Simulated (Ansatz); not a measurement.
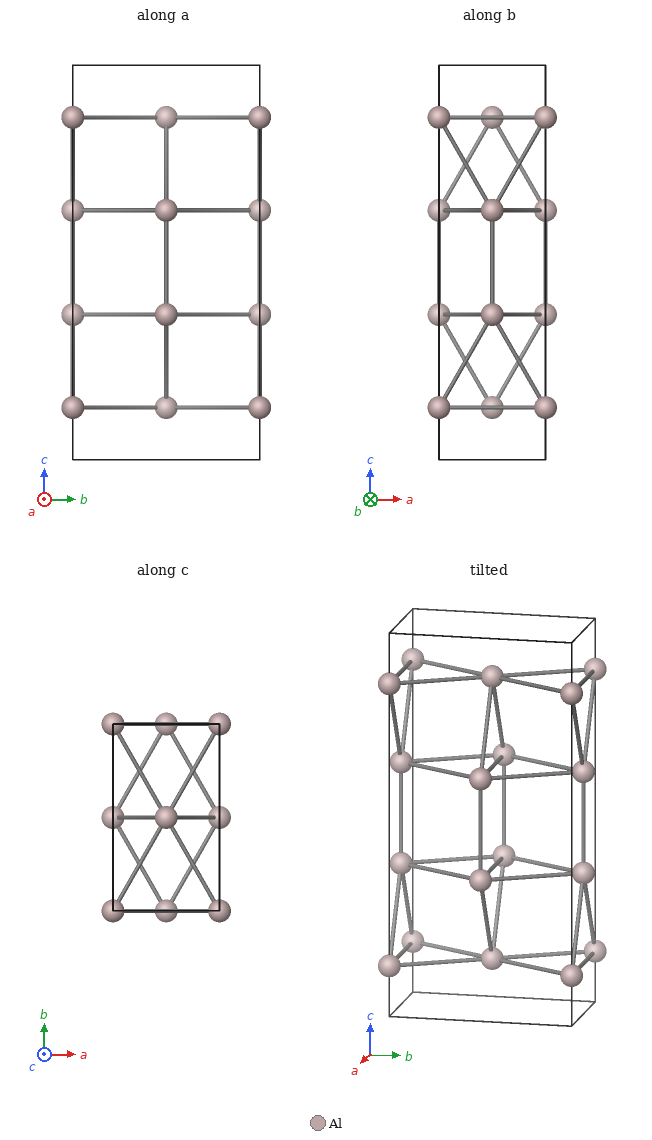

Crystal structure, ball-and-stick style, seen along the a axis, along the b axis, along the c axis and slightly off an axis. The wireframe shows the conventional unit cell.

Lattice parameters: a = 2.8042 Å, b = 4.9194 Å, c = 10.3833 Å, α = 90.000°, β = 90.000°, γ = 90.000°.

> Write down what is shown as a CIF with its space group and independent sites, with free fractional coordinates to two decimals.

```cif
data_structure
_symmetry_space_group_name_H-M 'F m m m'
_symmetry_Int_Tables_number 69
_cell_length_a 2.8042
_cell_length_b 4.9194
_cell_length_c 10.3833
_cell_angle_alpha 90.000
_cell_angle_beta 90.000
_cell_angle_gamma 90.000
_cell_volume 143.24
loop_
_atom_site_label
_atom_site_type_symbol
_atom_site_symmetry_multiplicity
_atom_site_Wyckoff_symbol
_atom_site_fract_x
_atom_site_fract_y
_atom_site_fract_z
_atom_site_occupancy
Al1 Al 8 i 0.00 0.00 0.87 1
```

Origin of the cell: a structure type filled with this element by a generator (whether the element takes this form wasn't checked). A relaxation with Ansatz, DFT PBE, scalar-relativistic, plane waves, PAW gave the geometry drawn.
